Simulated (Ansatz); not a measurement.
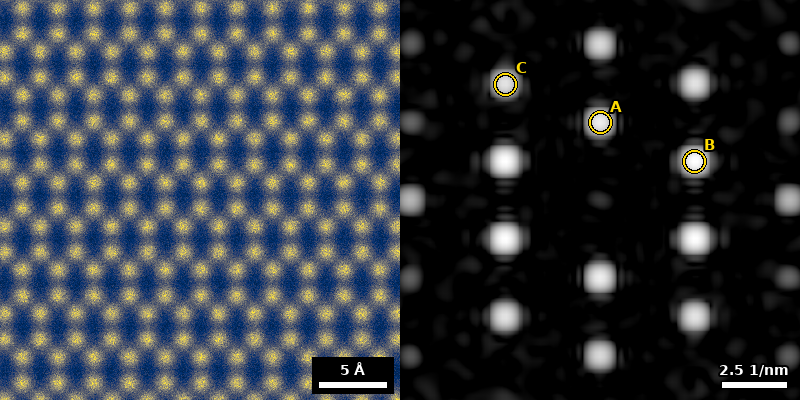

iDPC-like image of a crystal. Simulated as the projected potential of neutral atoms (B = 0.8 Å²) blurred by a 0.99 Å probe, the thin-sample limit of integrated differential phase contrast. Shot noise was added.

The right panel is the modulus of the image's Fourier transform on a logarithmic scale.

### Which lattice spacings do the marked spots stand for, and what angle do A and B enclose?

A: 3.3 Å, B: 2.5 Å, C: 1.7 Å; A and B enclose about 68°.

The crystal is Ir (Cmcm, No. 63) along [001]; the spots are (0 -2 0), (-1 -1 0) and (1 -3 0). Model: the geometry relaxed with Ansatz 0.2.0, DFT, PBE, plane waves (420 eV) with PAW, scalar-relativistic; the starting structure was generated, so it need not be a known form of this composition.
